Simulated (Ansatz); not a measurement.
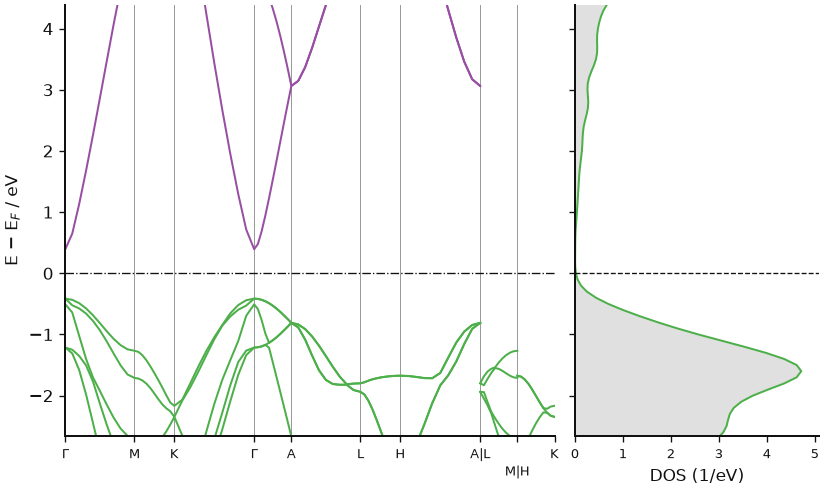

Band structure and density of states. Energies are counted from the Fermi level. The DOS curve is built from the levels of the k mesh with Gaussians 0.55 eV wide, which also blur the band edges; ripples of that width can come from the mesh.

Q: What lattice type does the k path imply?

A: A hexagonal (primitive) lattice: the path Γ–M–K–Γ–A–L–H–A|L–M|H–K runs through the special points of its Brillouin zone.

System: wurtzite ZnO, space group P6_3mc (No. 186), 4 atoms in the cell, relaxed with r2SCAN; a = 3.235 Å, c = 5.211 Å (hexagonal axes).

Method: PBE, Ansatz PAW set, no spin polarisation, no spin-orbit coupling, 12×12×6 k mesh, 420 eV cutoff, Fermi-Dirac smearing of 0.02 eV (Ansatz 0.2.0).

Q: Read off the fundamental gap and say whether it is direct.

A: A semiconductor. The gap along this path is 0.81 eV and direct: both edges lie at Γ.

Q: What are the direct gaps at A and Γ?

A: The direct gaps are 3.87 eV at A and 0.81 eV at Γ.

Q: How many bands meet at the valence-band top?

A: Two bands meet at the valence-band top at Γ: it is doubly degenerate (spin aside). The next level lies only 0.09 eV lower.

Q: Where is the tallest peak of the filled states in the window?

A: Within the window shown, the tallest peak of the filled states lies 1.2 eV under the valence-band top, at about 4.7 states per eV and cell.

LDA, GGA and most meta-GGA functionals understate gaps. The cell is at 6 GPa in this functional.
